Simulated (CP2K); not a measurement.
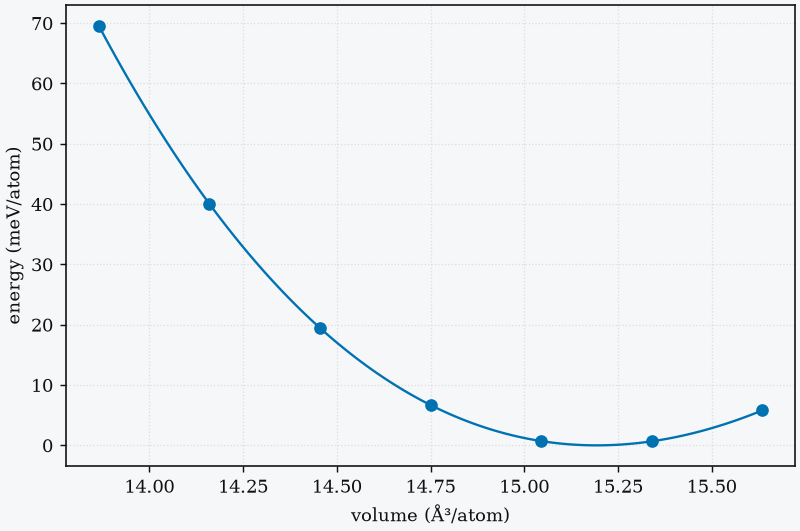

Plotted: energy against volume for Pd, space group Fm-3m (No. 225).

Cell as given: a = 2.753 Å, b = 2.753 Å, c = 2.753 Å, α = 60.00°, β = 60.00°, γ = 60.00°; 1 atom.

Computed with CP2K 2026.2: DFT in Gaussian orbitals with a plane-wave density, no spin polarisation; energies at scaled volumes of the given cell, shape and fractions fixed, counted from the fit's minimum, third-order Birch-Murnaghan fit. Level: RPBE with D3.

```json
{"setting": "k mesh", "value": "12×12×12"}
{"setting": "occupations", "value": "Fermi–Dirac"}
{"setting": "smearing width", "value": "0.0259 eV"}
{"setting": "potentials", "value": "GTH PBE with UZH TZVP basis"}
{"setting": "density cutoff", "value": "6803 eV"}
{"setting": "program settings", "value": "ngrids 5, basis sets Pd TZVP-MOLOPT-PBE-GTH-q18, cutoff ry 500 Ry, rel cutoff ry 60 Ry"}
```

What equilibrium volume and bulk modulus follow from the curve?

Answer. A third-order Birch–Murnaghan fit gives V0 = 15.19 Å³/atom, B0 = 155 GPa and B′ = 6.1.

The computed values:

```json
{"volume (Å³/atom)": "13.865", "energy (meV/atom)": "69.57"}
{"volume (Å³/atom)": "14.160", "energy (meV/atom)": "40.02"}
{"volume (Å³/atom)": "14.455", "energy (meV/atom)": "19.46"}
{"volume (Å³/atom)": "14.750", "energy (meV/atom)": "6.71"}
{"volume (Å³/atom)": "15.045", "energy (meV/atom)": "0.72"}
{"volume (Å³/atom)": "15.340", "energy (meV/atom)": "0.64"}
{"volume (Å³/atom)": "15.635", "energy (meV/atom)": "5.81"}
```
